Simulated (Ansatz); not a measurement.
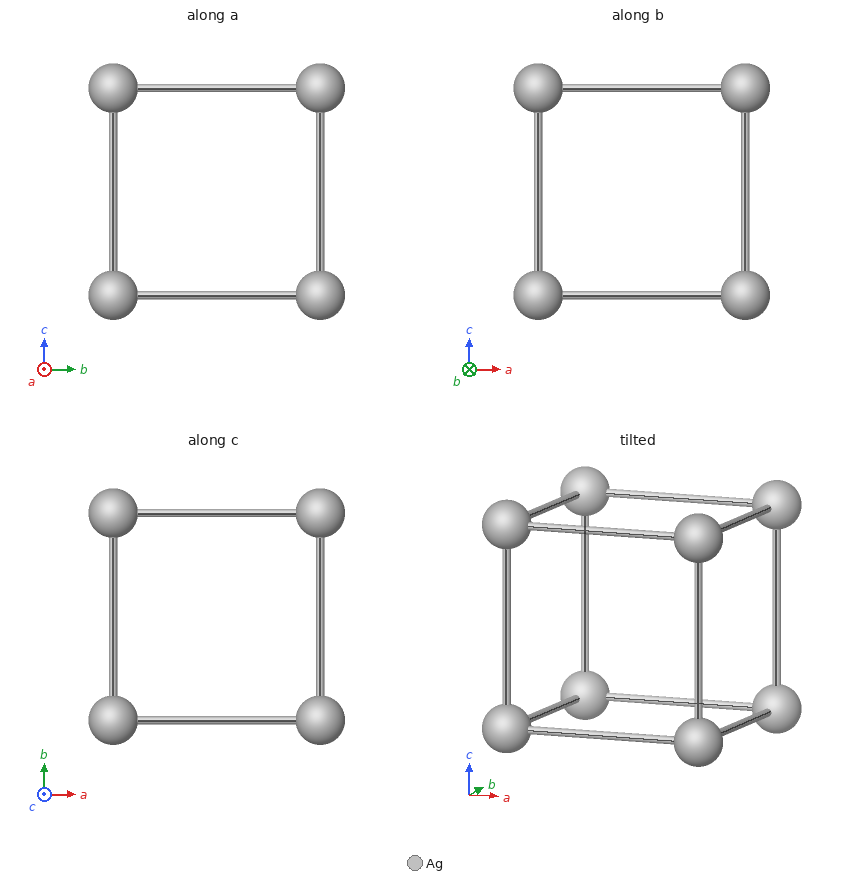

Ball-and-stick representation of a periodic structure, projected along the a axis, along the b axis, along the c axis and slightly off an axis. The wireframe shows the conventional unit cell.

Lattice parameters: a = 2.7860 Å, b = 2.7860 Å, c = 2.7860 Å, α = 90.000°, β = 90.000°, γ = 90.000°.

Put the structure into a CIF with its space group and independent sites.

Answer.
```cif
data_structure
_symmetry_space_group_name_H-M 'P m -3 m'
_symmetry_Int_Tables_number 221
_cell_length_a 2.7860
_cell_length_b 2.7860
_cell_length_c 2.7860
_cell_angle_alpha 90.000
_cell_angle_beta 90.000
_cell_angle_gamma 90.000
_cell_volume 21.62
loop_
_atom_site_label
_atom_site_type_symbol
_atom_site_symmetry_multiplicity
_atom_site_Wyckoff_symbol
_atom_site_fract_x
_atom_site_fract_y
_atom_site_fract_z
_atom_site_occupancy
Ag1 Ag 1 a 0.0000 0.0000 0.0000 1
```

The initial geometry was a structure type filled with this element by a generator (whether the element takes this form wasn't checked). Earlier steps of the study may have refined or changed the cell and positions. It was run through Ansatz as a DFT input.
